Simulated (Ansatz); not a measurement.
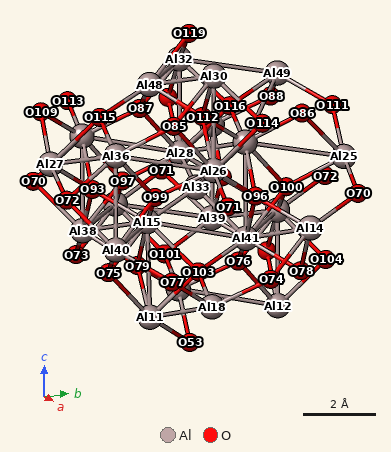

A defect cell of composition Al$_{49}$O$_{71}$ (cell charge +1), before the relaxation. The picture is a ball-and-stick view of the atoms within 5.0 Å of the atom that moves most (axes of the cell of the calculation (origin shifted)), seen slightly off an axis.

These are results of Ansatz 0.2.0, DFT, PBEsol, PAW, plane waves, not measurements.

(plane-wave cutoff 420 eV; k-point mesh 1 × 1 × 1; mesh shifted by (0.25, 0.25, 0.25); no spin polarisation; atoms relaxed in a fixed cell; force threshold 0.03 eV/Å; at most 80 steps)

```xyz
120
Lattice="9.5479 0.0000 0.0000 -4.7739 8.2687 0.0000 0.0000 0.0000 13.0136" Properties=species:S:1:pos:R:3 pbc="T T T"
Al    2.3694    1.3715    2.4150
Al    0.0127    5.5081    2.4393
Al    7.1822    1.4006    2.4322
Al    4.7682    5.4727    2.4378
Al   -0.0109    2.7359    0.2418
Al   -2.3261    6.8728    0.2521
Al    4.7981    2.7522    0.2577
Al    2.3918    6.8738    0.2371
Al    0.0039    2.7549    4.0980
Al   -2.4088    6.8814    4.0917
Al    4.8142    2.8061    4.0936
Al    2.3927    6.9065    4.0680
Al   -0.0089    2.7731    6.7432
Al   -2.3709    6.8861    6.7568
Al    4.7890    2.7344    6.7693
Al    2.4285    6.8930    6.7456
Al    0.0085    0.0134    4.5932
Al    7.1621    4.1032    4.6081
Al   -0.0238    8.2320    4.5667
Al    2.3802    4.0876    4.6001
Al    4.7708    8.2471    1.9074
Al   -2.3932    4.1460    1.9165
Al   -0.0218    8.2554    1.9187
Al    2.3817    4.1156    1.9632
Al   -0.0167    0.0488    8.4709
Al   -2.3792    4.1436    8.4230
Al    0.0046    8.2576    8.4315
Al    2.3969    4.1263    8.4118
Al    0.0150    0.0237   11.1075
Al   -2.3489    4.1456   11.0710
Al    4.7507    0.0181   11.0650
Al    2.3884    4.1185   11.0337
Al    4.0572    4.2681    7.6196
Al    2.3571    1.3639    8.9283
Al   -0.0050    5.5225    8.9160
Al    7.1892    1.3720    8.8939
Al    4.8080    5.5081    8.9321
Al    2.4034    1.3718    6.2864
Al    0.0257    5.5050    6.3018
Al    7.1941    1.3683    6.2617
Al    4.7711    5.5379    6.2391
Al    2.4002    1.3799   12.7704
Al    0.0083    5.4925   12.8160
Al    7.1437    1.3635   12.7850
Al    4.7779    5.5349   12.7866
Al   -0.0068    2.7518   10.5868
Al   -2.3998    6.8558   10.6313
Al    4.7475    2.8059   10.5987
Al    2.3818    6.8966   10.5786
O    -3.3014    8.2295    3.2605
O    -0.9044    4.1626    3.2281
O     6.2416    0.0181    3.2568
O     3.8663    4.1211    3.2560
O     3.1092    0.1148    1.1176
O     0.7239    4.2478    1.0676
O     7.8608    0.1086    1.1070
O     5.5007    4.2300    1.0732
O    -0.7202    1.2486    3.2210
O     6.4033    5.3761    3.2692
O     4.0335    1.2518    3.2464
O     1.6714    5.4301    3.2517
O     1.6236    2.8783    3.2433
O    -0.7158    7.0176    3.2687
O     6.4634    2.8532    3.2495
O     4.0377    7.0173    3.2591
O     0.9380    1.4040    1.1002
O    -1.4425    5.4712    1.0770
O     5.6784    1.4049    1.0667
O     3.3152    5.5172    1.1001
O     1.6676    0.1166    7.6151
O    -0.7319    4.2235    7.5813
O     6.4394    0.1246    7.5997
O     0.7141    1.5167    5.4318
O    -1.6447    5.6199    5.4243
O     5.5293    1.4832    5.4438
O     3.0904    5.6492    5.4167
O    -1.5036    2.7870    5.4211
O    -3.8249    6.9021    5.4057
O     3.3403    2.7419    5.3824
O     0.9021    6.8936    5.4448
O    -0.7531    1.4905   11.9067
O    -3.0959    5.6079   11.9479
O     4.0399    1.4349   11.9266
O     1.6271    5.6025   11.9504
O     7.8774    2.8738    9.7637
O     5.4808    6.9873    9.7898
O     3.1329    2.8408    9.7535
O     0.7294    7.0309    9.7557
O     3.1372    2.6054    1.0940
O     0.7330    6.7882    1.0629
O     7.8558    2.6546    1.0890
O     5.4912    6.8064    1.0830
O     3.8695    1.3548    7.5970
O     1.4508    5.5210    7.6036
O     8.6336    1.4021    7.5822
O     6.2245    5.5159    7.5762
O     1.6586    2.6445    7.5737
O    -0.7441    6.7842    7.5686
O     6.4342    2.6267    7.6221
O     4.0569    6.8194    7.5785
O     0.7109    4.0287    5.3986
O    -1.6655    8.1364    5.4256
O     5.4955    4.0418    5.4101
O     3.1144    8.1300    5.4132
O     1.4744    2.7516   11.9448
O    -0.9174    6.8917   11.9553
O     6.2217    2.7560   11.8908
O     3.8581    6.8972   11.9113
O     3.3238    0.0069    9.7420
O     0.8981    4.0909    9.7981
O     3.3420    8.2680    9.7688
O     5.6317    4.1270    9.7699
O     0.7641    1.2710    9.7507
O    -1.6272    5.3800    9.8017
O     5.5161    1.2417    9.7959
O     3.1043    5.4014    9.7728
O    -0.7433    4.0162   11.9271
O    -3.0897    8.1577   11.8698
O     4.0463    4.0614   11.9264
O     1.6711    8.1886   11.9066
```

What does the optimiser find from here?

Al33 moves most: 1.23 Å roughly along [−1 −2 1]. Largest moves by element: Al 1.23 Å, O 0.23 Å. The cell doesn't change. Some distances before and after: Al33–Al41 2.007 → 3.061 Å, Al33–O93 2.919 → 2.083 Å, Al33–O87 2.729 → 1.901 Å, Al33–Al48 3.390 → 2.574 Å. Among the angles between lasting bonds that change: Al28–Al33–Al37 96.1° → 71.2°, Al15–Al33–Al37 131.6° → 114.1°, Al15–O93–Al34 131.6° → 143.1°. The energy falls by 12.205 eV per cell of the calculation in 14 geometry steps. The largest force component goes from 13 to 0.012 eV/Å.

Step by step:

| step | E − E(0), meV/atom | largest force component, eV/Å |
| --- | --- | --- |
| 0 | 0.00 | 13.2545 |
| 1 | -55.33 | 5.4974 |
| 2 | -79.96 | 1.4388 |
| 3 | -86.70 | 0.9485 |
| 4 | -90.71 | 0.9088 |
| 5 | -93.74 | 1.0158 |
| 6 | -96.98 | 0.9745 |
| 7 | -99.76 | 0.5606 |
| 8 | -101.32 | 0.3306 |
| 9 | -101.45 | 0.6693 |
| 10 | -101.57 | 0.1435 |
| 11 | -101.68 | 0.0696 |
| 12 | -101.70 | 0.0411 |
| 13 | -101.70 | 0.0355 |
| 14 | -101.71 | 0.0119 |

The end point in the same view:

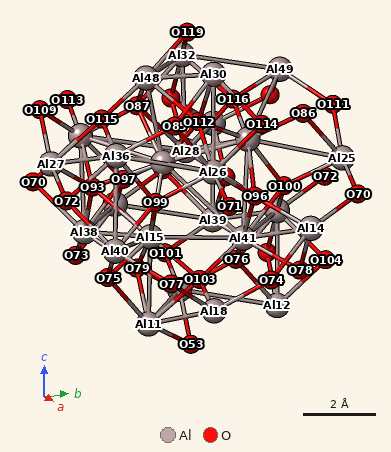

Limits of the set-up: the cell is charged, on a uniform background, and energies carry no finite-size correction.
